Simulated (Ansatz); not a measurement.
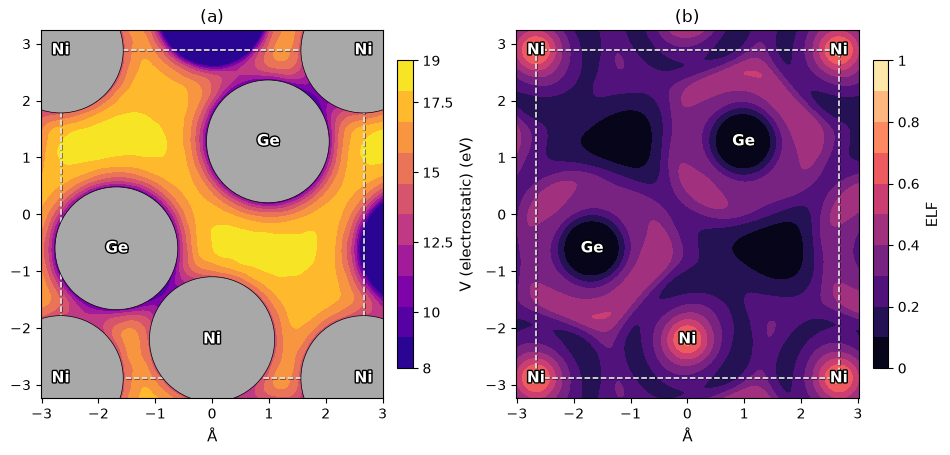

Figure. NiGe. (a) electrostatic potential energy of an electron; (b) ELF on the (010) plane of the conventional cell. Grey discs cover the atomic cores in the potential map.

Space group Pnma; a structure from a database of computed crystals, not necessarily the ambient phase; the program warned that a starting moment wasn't kept; spin-polarised, but the moments vanished.

These are results of DFT, r2SCAN, plane-wave PAW, default files, scalar-relativistic in Ansatz, not measurements.

Q: What does the map show?

A: The section cuts through Ni and Ge sites.
Ni–Ge (2.32 Å): the ELF is about 0.40 at the midpoint.
Ni–Ge (2.49 Å): the ELF is about 0.45 at the midpoint.
The features right at Ni lie inside the PAW spheres, where the map follows smoothed inner orbitals and isn't to be read closely.
Outside the cores the potential energy rises away from the atoms and is highest about 1.7 Å from the nearest atoms; its zero is arbitrary.

Q: Does the calculation give a band gap?

A: It is metallic or semimetallic at this level of theory: no gap opens.
